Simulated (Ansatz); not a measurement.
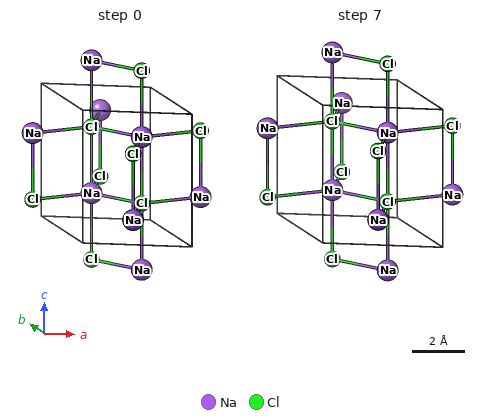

The structure of crystalline NaCl (built on the h-MgO (five-fold) type) before (left) and after (right) a relaxation, at one scale.

Style: ball-and-stick. Shown: the cell of the calculation, slightly off an axis.

The calculation used Ansatz 0.2.0, DFT, PBEsol, plane waves, PAW.

Input
```yaml
crystal:
  lattice:
    - [4.290408721, 0.0, 0.0]
    - [-2.1452043605, 3.715602945, 0.0]
    - [0.0, 0.0, 5.3627259]
  atoms:
    - { symbol: Na, position: [0.3333333333, 0.6666666667, 0.25] }
    - { symbol: Na, position: [0.6666666667, 0.3333333333, 0.75] }
    - { symbol: Cl, position: [0.6666666667, 0.3333333333, 0.25] }
    - { symbol: Cl, position: [0.3333333333, 0.6666666667, 0.75] }
kpoints:
  mp_grid: { grid: [6, 6, 4] }
hamiltonian:
  xc: pbesol
scf:
  occupations: { method: fermi_dirac, width: 0.03 }
relax:
  f_tol: 0.01
  cell: {}
  max_steps: 120
```

Launched with:
```bash
ansatz run input.yaml --threads 2 --pin off --max-ram 2211MiB --backend cpu --events-out ev --progress --plain --runs-dir out
```

> Summarise the run.

The energy falls by 116 meV per atom in 5 accepted moves (7 points after the start). All forces vanish by symmetry, so only the cell relaxes. The pressure goes from 7.87 to 0.01 GPa. At 2 points the geometry stayed and the basis and grid were re-selected for the new cell (energy shift of 1.0 meV per atom at most each time). The atoms keep their places relative to the cell (all moves are under 0.005 Å). Cell: a = b 4.290 → 4.722 Å (+10.1 %), c 5.363 → 5.564 Å (+3.7 %). Volume +25.7 %. Among the contacts that change: Na1–Cl3 2.477 → 2.726 Å, Na1–Cl4 2.681 → 2.782 Å. The space group stays P6_3/mmc (No. 194). The run took 9.1 s on 2 threads of Arm Neoverse V1, with other jobs on the host, peak memory 0.36 GiB.
